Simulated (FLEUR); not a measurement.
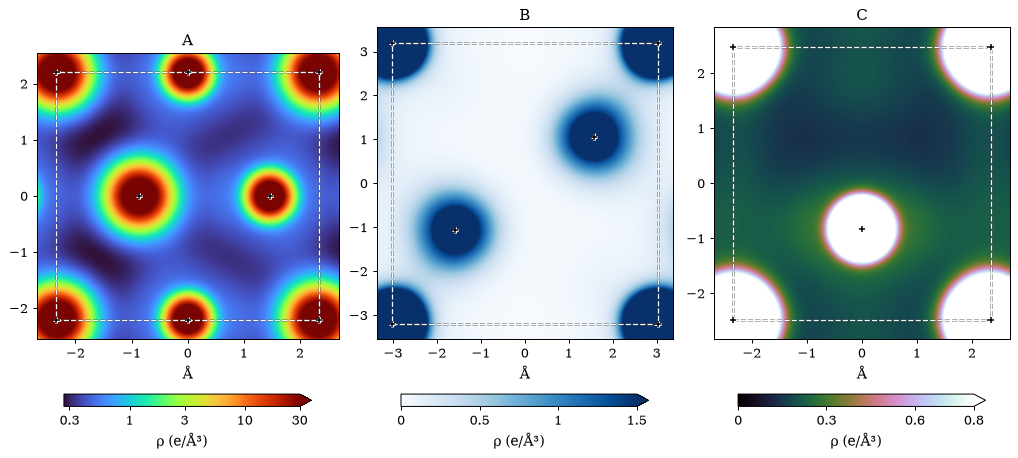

The electron density of 3 systems, each on a plane through atoms (crosses mark nuclei in the plane).

The calculation used FLEUR, Kohn-Sham DFT of a periodic cell, PBEsol, all-electron.

System 1: TiAl, the (110) plane of the conventional cell. Space group P-6m2; a structure from a database of computed crystals, not necessarily the ambient phase.

System 2: ZrS$_{2}$, the (110) plane of the conventional cell. Space group P-3m1; a structure from a database of computed crystals, not necessarily the ambient phase.

```
Zr S
1.0
     3.69138    0.00000    0.00000
    -1.84569    3.19683    0.00000
     0.00000    0.00000    6.04108
Zr S
1 2
Direct
  0.00000 0.00000 0.00000
  0.33333 0.66667 0.23791
  0.66667 0.33333 0.76209
```

System 3: SiNi, the (110) plane of the conventional cell. Space group Pmmn; a structure from a database of computed crystals, not necessarily the ambient phase; spin-polarised.

```
Ni Si
1.0
     2.94277    0.00000    0.00000
     0.00000    3.28033    0.00000
     0.00000    0.00000    4.67745
Ni Si
2 2
Direct
  0.50000 0.50000 0.34250
  0.00000 0.00000 0.65750
  0.50000 0.50000 0.84314
  0.00000 0.00000 0.15686
```

Which map belongs to which system?

Panel A is system 3, SiNi: the plane holds Ni and Si. Si–Ni (2.34 Å): ρ at the midpoint is about 0.49 e/Å³. Panel B is system 2, ZrS$_{2}$: the plane holds Zr and S. Zr–S (2.57 Å): ρ at the midpoint is about 0.43 e/Å³. Panel C is system 1, TiAl: the plane holds Ti and Al. Ti–Al (2.87 Å): the density is about 0.2 e/Å³ at the midpoint.
